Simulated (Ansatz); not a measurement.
# ZnS (interface cell): what the fields show

```xyz
8
Lattice="3.8488 0.0000 0.0000 0.0000 3.8488 0.0000 0.0000 0.0000 11.1917" Properties=species:S:1:pos:R:3 pbc="T T T"
S     0.0000    0.0000   10.9817
Zn    0.0000    1.9244    1.3163
S     1.9244    1.9244    2.5388
Zn    1.9244    0.0000    4.0992
Zn    0.0000    0.0000    5.6935
S     0.0000    1.9244    7.2539
Zn    1.9244    1.9244    8.4765
S     1.9244    0.0000   10.0027
```

Computed pressure about 2 GPa in this cell.

All numbers below come from DFT PBE, scalar-relativistic, plane waves, PAW in Ansatz 0.2.0.

The density is the valence pseudo-density of a PAW calculation; it isn't the true density close to the nuclei.

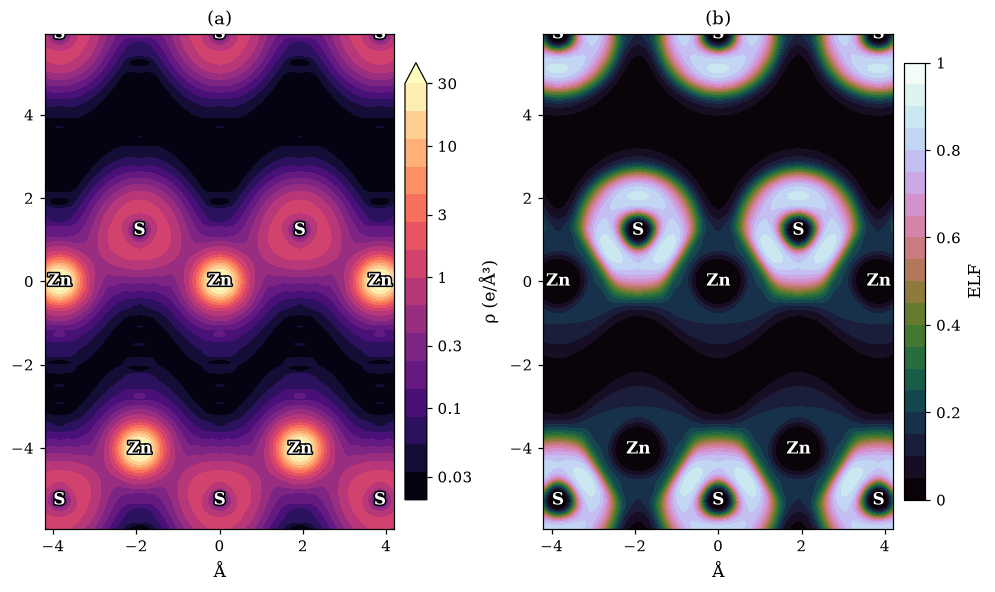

Figure 1. (a) valence pseudo-density; (b) electron localisation function on the (010) plane of the calculation cell.

> Describe what can be read from this map.

The plane passes through Zn and S nuclei. Zn–S (2.28 Å): ρ at the midpoint is about 0.57 e/Å³; the ELF peaks at about 0.90 in the valence shell of S, 0.8 Å from its nucleus, and is about 0.60 at the midpoint. Between the atoms the lowest density in this plane is 0.004 e/Å³.

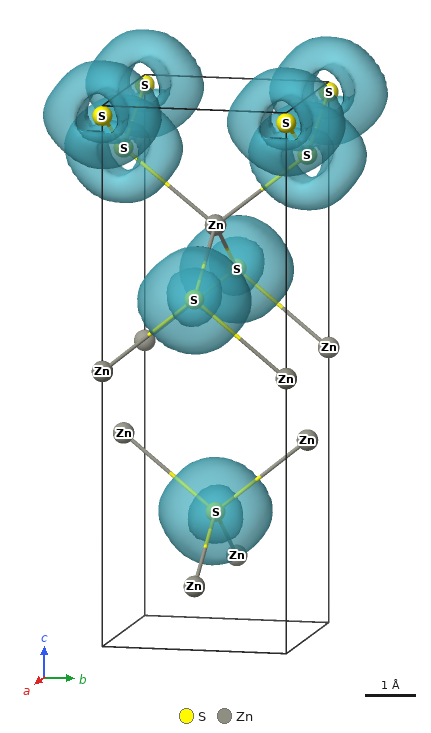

Figure 2. Isosurface of the ELF at 0.75 (cyan), seen slightly off an axis. Only the valence region is drawn (cores and ρ < 0.01 e/Å³ removed). Sticks mark near contacts.

> Identify the bonds, lone pairs and shells in this picture.

The surface consists of four regions wrapped around S (the valence shell of each), counted in one cell of 8 atoms. Any copies at cell faces, edges or corners count once. Profiles from the grid: S–S (2.16 Å): the ELF peaks at about 0.80 between the atoms; a covalent bond.
